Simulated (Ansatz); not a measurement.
## BAs (F-43m): refractive index against wavelength

The refractive index of BAs (F-43m) below the direct gap (3.28 eV on the mesh) is read from one computed spectrum, n = √(Re ε).

Cell: a, b, c = 3.378, 3.378, 3.378 Å (primitive vectors), 2 atoms.

Method: Ansatz 0.2.0, PBE, independent particles, k-mesh 12×12×12 with interpolation inside its cells, Gaussian parameter 0.15 eV.

Launch of the response step: `ansatz run input.yaml --threads 4 --pin off --max-ram 8192MiB --backend cpu --events-out ev --progress --plain --runs-dir out`. The run took 6 s, on 4 threads of Arm Neoverse V2, with other jobs on the host.

```
wavelength (nm)  photon energy E (eV)       n
           1550                 0.800  3.2103
           1310                 0.946  3.2235
           1064                 1.165  3.2479
            850                 1.459  3.2907
            700                 1.771  3.3509
            633                 1.959  3.3960
            532                 2.331       ?
```

In the single-oscillator model n² − 1 = E₀E_d/(E₀² − E²), so 1/(n² − 1) = E₀/E_d − E²/(E₀E_d) is linear in E².

Working, on the rows shown:

| x = E² (eV²) | y = 1/(n² − 1) |
| --- | --- |
| 0.639837 | 0.107457 |
| 0.895757 | 0.106485 |
| 1.35784 | 0.104725 |
| 2.12762 | 0.101743 |
| 3.13716 | 0.0977658 |
| 3.83641 | 0.0949414 |

Means: x̄ = 1.9991, ȳ = 0.10219. Σ(x − x̄)(y − ȳ) = -0.03193, Σ(x − x̄)² = 8.164. Slope = -0.03193 / 8.164 = -0.003912; intercept = ȳ − slope · x̄ = 0.11001. Turned back into n, the line misses the rows shown by at most 0.00094.

What does the fit predict for the withheld row, and how well does it do?

At x = 5.4314 the line gives y = 0.08876, that is 3.5023. The run gave 3.5117, so the extrapolation is off by 0.0094, 3 % of the range in the table.

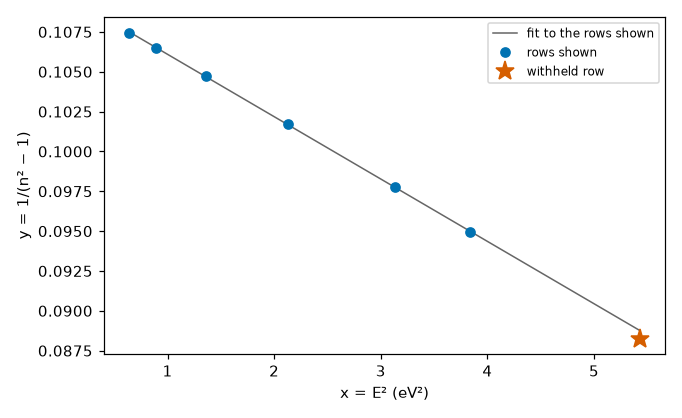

Refitted with all rows, the slope is -0.003995 and the intercept 0.11014. These give E₀ = √(intercept/−slope) = 5.25 eV and E_d = E₀/intercept = 47.7 eV; E₀ is 1.6 times the direct gap. The electronic limit at long wavelengths, without lattice vibrations, is n = √(1 + 1/intercept) = 3.175. Excitons are left out and so are local fields; PBE gaps are as a rule too small. Spin-orbit coupling is left out.

[Logs are printed without paths, hosts, clocks, repeated set-up lines and the standing remarks that a program may print on its own settings, such as how far it seeks lower states.]
